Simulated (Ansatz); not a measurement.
Al$_{8}$As$_{8}$H: several calculations on one system

Part 1: Relaxation

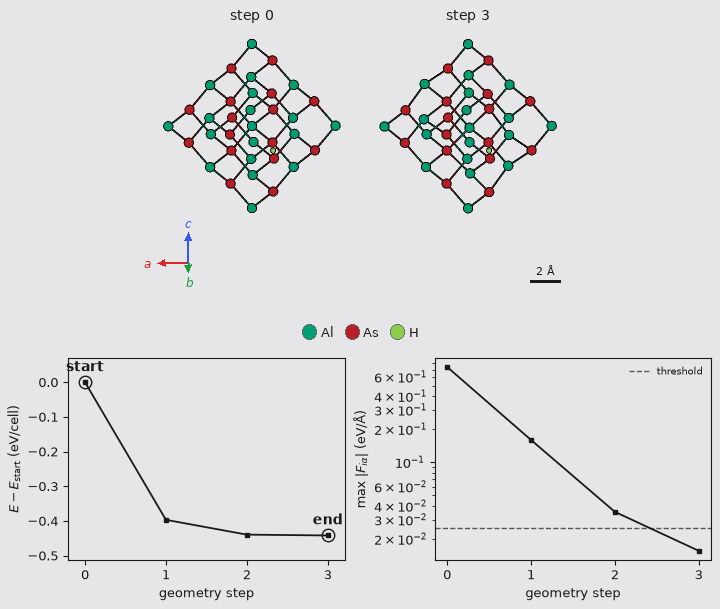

First and last geometry of a relaxation of a defect cell of composition Al8As8H (coarse preliminary run), with the history of the run. The picture is a ball-and-stick view of the atoms within 5.8 Å of the atom that moves most (axes of the conventional cell (4 times the calculation's cell) (origin shifted)), seen from a free direction. Lengths and directions refer to the drawn axes.

Case: H interstitial, charge +0, atoms relaxed at the host's cell.

All numbers below come from DFT PBE, scalar-relativistic, plane waves, PAW in Ansatz 0.2.0. (plane-wave cutoff 420 eV; k-point mesh 1 × 1 × 1; occupations gaussian; smearing width 0.01 eV; collinear spin; atoms relaxed in a fixed cell; force threshold 0.025 eV/Å; at most 45 steps)

> What do the curves and the structures tell?

It converged. The largest moves, 0.18 Å, are those of Al atoms. By element the largest moves are Al 0.18 Å, As 0.04 Å. H stays in place. The lattice vectors keep their values. Some distances before and after: Al–As 2.480 → 2.657 Å, Al–As 2.480 → 2.450 Å, Al–As 2.480 → 2.500 Å. Among the angles between lasting bonds that change: Al–As–Al 109.5° → 100.1°, As–Al–As 109.5° → 104.8°, As–Al–As 109.5° → 113.7°. Over 3 geometry steps the energy falls by 0.442 eV per cell of the calculation. The largest force component goes from 0.74 to 0.016 eV/Å.

Limits of the set-up: the k-point mesh is coarse for a cell with partly filled bands; the periodic images lie only 8.1 Å apart, so the values are limited by the cell's size.

Part 2: Relaxation

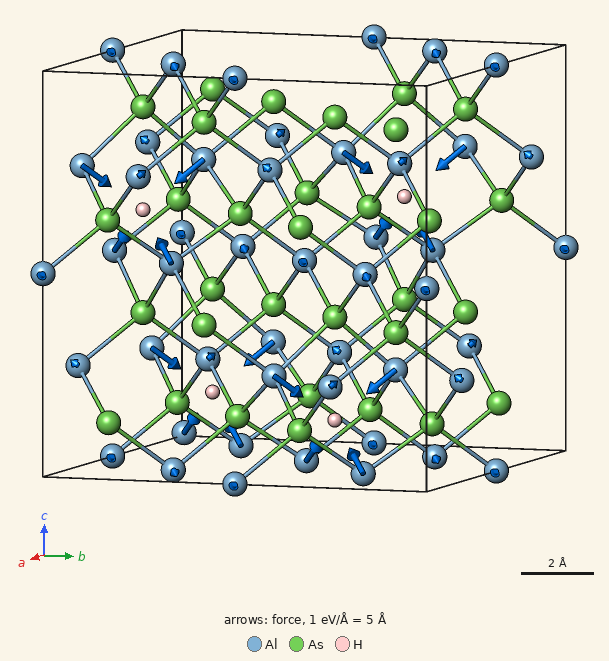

Starting geometry of a defect cell of composition Al8As8H (cell charge +1) (coarse preliminary run) with the computed forces as blue arrows. A ball-and-stick model of the conventional cell (4 times the calculation's cell), seen slightly off an axis. Lengths and directions refer to the drawn axes.

Case: H interstitial, charge +1, atoms relaxed at the host's cell.

These are results of Ansatz 0.2.0, DFT PBE, scalar-relativistic, plane waves, PAW, not measurements.

Input file:
```yaml
crystal:
  lattice:
    - [0.0, 5.7279123196, -5.7279123196]
    - [5.7279123196, 5.7279123196, 0.0]
    - [5.7279123196, 0.0, -5.7279123196]
  atoms:
    - { symbol: Al, position: [0.0029151995, -0.0009717332, 0.4990282668] }
    - { symbol: Al, position: [-0.008883613, 0.491116387, 0.526650839] }
    - { symbol: Al, position: [0.4990282668, -0.0009717332, 0.4990282668] }
    - { symbol: Al, position: [0.4990282668, 0.5029151995, 0.4990282668] }
    - { symbol: Al, position: [-0.008883613, 0.026650839, 0.991116387] }
    - { symbol: Al, position: [-0.008883613, 0.491116387, 0.991116387] }
    - { symbol: Al, position: [0.4990282668, -0.0009717332, 1.0029151995] }
    - { symbol: Al, position: [0.526650839, 0.491116387, 0.991116387] }
    - { symbol: As, position: [0.1285458949, 0.1214541051, 0.1285458949] }
    - { symbol: As, position: [0.125, 0.625, 0.125] }
    - { symbol: As, position: [0.6214541051, 0.1214541051, 0.1285458949] }
    - { symbol: As, position: [0.6214541051, 0.6285458949, 0.1285458949] }
    - { symbol: As, position: [0.1285458949, 0.1214541051, 0.6214541051] }
    - { symbol: As, position: [0.1285458949, 0.6285458949, 0.6214541051] }
    - { symbol: As, position: [0.625, 0.125, 0.625] }
    - { symbol: As, position: [0.6214541051, 0.6285458949, 0.6214541051] }
    - { symbol: H, position: [0.875, 0.375, 0.875] }
  host:
    lattice:
      - [0.0, 2.8639561598, 2.8639561598]
      - [2.8639561598, 0.0, 2.8639561598]
      - [2.8639561598, 2.8639561598, 0.0]
    atoms:
      - { symbol: Al, position: [0.0, 0.0, 0.0] }
      - { symbol: As, position: [0.75, 0.75, 0.75] }
total_charge: 1
basis:
  ecutwfc: 420
  xc_grid: 2
kpoints:
  mp_grid: { grid: [1, 1, 1], shift: [0.0, 0.0, 0.0] }
hamiltonian:
  xc: pbe
scf:
  occupations: { method: gaussian, width: 0.01 }
output:
  forces: true
  stress: false
  eigenvalues: true
  charged_corrections:
    defect_position: [0.875, 0.375, 0.875]
    epsilon: [[11.5641, 0.0, 0.0], [0.0, 11.5641, 0.0], [0.0, 0.0, 11.5641]]
relax:
  adjacent_minimum: "off"
  f_tol: 0.025
  max_steps: 45
```

Launched with:
```bash
ansatz run input.yaml --threads 4 --pin off --max-ram 8192MiB --backend cpu --events-out ev --progress --plain --runs-dir out
```

Is this structure relaxed? If not, where do the atoms go?

Answer. It isn't relaxed: the largest force vector, on Al atoms, is 0.23 eV/Å. The atoms end up moving mostly along the starting forces (cosine between the two patterns 1.00). The largest moves, 0.078 Å, are those of Al2, Al5, Al6 and Al8. Al2 goes along [1 −1 −1]. By element the largest moves are Al 0.078 Å, As 0.015 Å. H stays in place. The lattice vectors keep their values. Near-neighbour distances that change, for instance: Al2–As10 2.657 → 2.734 Å, Al1–As15 2.500 → 2.480 Å, Al2–As13 2.453 → 2.445 Å. Bond angles that change, for instance: Al2–As14–Al6 100.1° → 96.1°, As10–Al2–As13 104.8° → 102.8°. The energy falls by 37.6 meV per cell of the calculation in 3 accepted moves (4 points after the start). The largest force component goes from 0.13 to 0.021 eV/Å. 1 step only repeated the SCF at the same geometry.

Limits of the set-up: the k-point mesh is coarse for a cell with partly filled bands; the periodic images lie only 8.1 Å apart, so the values are limited by the cell's size; the cell is charged, on a uniform background, and energies carry no finite-size correction.

Part 3: Defect

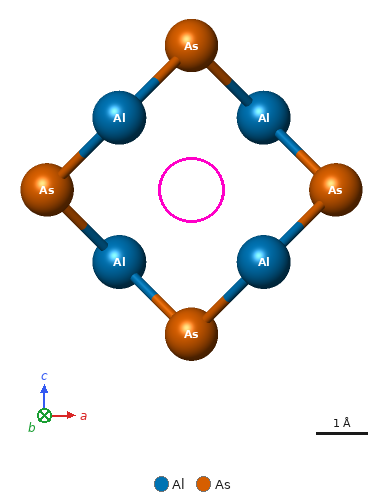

Perfect AlAs. A ball-and-stick model of the atoms within 4.6 Å of one point, in a slice 5.0 Å thick across the line of sight, seen along the b axis.

Theory: DFT PBE, scalar-relativistic, plane waves, PAW in Ansatz. Settings: plane-wave cutoff 420 eV; k-point mesh 1 × 1 × 1; occupations gaussian; smearing width 0.01 eV; no spin polarisation. The cell is small and the k-mesh coarse, so the numbers are rough. A uniform background neutralises the charged cell. The axes drawn are those of the host's conventional cell.

An extra hydrogen atom is put between the host's atoms (an interstitial) at the ringed place, in charge state −1. The supercell has 16 sites, and the atoms are relaxed at the host's cell.

Predict the relaxed surroundings of the defect.

The H atom starts with 4 Al at 2.48 Å, 6 As at 2.86 Å around its place and ends with 4 Al at 2.37 Å. Of the host's atoms, an aluminium atom moves furthest from its site, by 0.11 Å.

The relaxed defect, seen from the same direction:

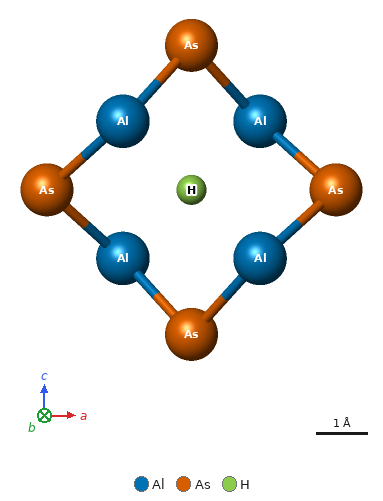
